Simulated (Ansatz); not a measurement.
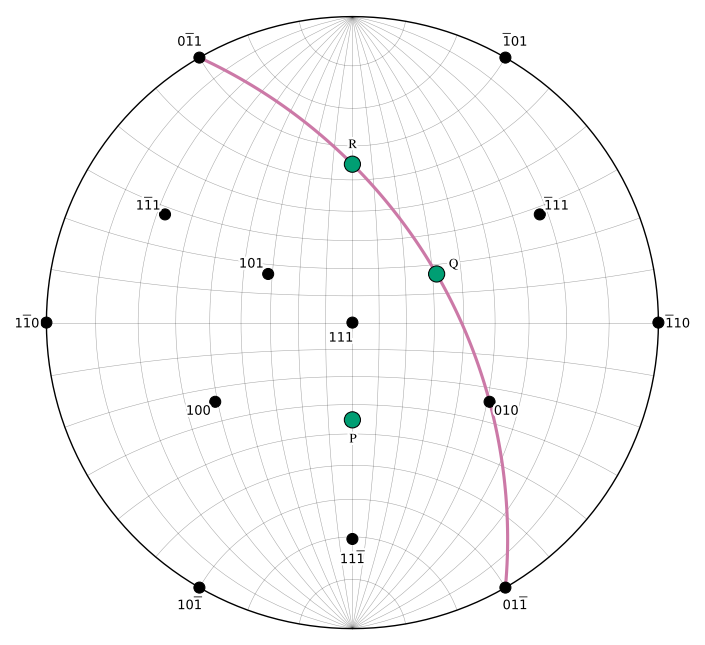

Stereographic projection of plane normals (upper hemisphere) centred on (1 1 1). Crystal: CdO, a calculation's input that goes back to an entry of the Crystallography Open Database (an earlier step may have relaxed or displaced it). The drawing is computed from the coordinates (standard cell, symmetry found to 0.002 Å).

a = 4.696 Å, b = 4.696 Å, c = 4.696 Å, α = 90.00°, β = 90.00°, γ = 90.00°.

### Index the poles marked P, Q, R.

P is (1 1 0), 35.3° from the centre; Q is (0 1 1), 35.3° from the centre; R is (0 0 1), 54.7° from the centre.

### Which zone does the coloured great circle trace?

The zone [1 0 0]: its poles satisfy h = 0.

### What is the angle between the normals of (0 1 1) and (1 0 1), and what are their d_hkl = 1/|g|?

60.0°; d = 3.321 Å and 3.321 Å.
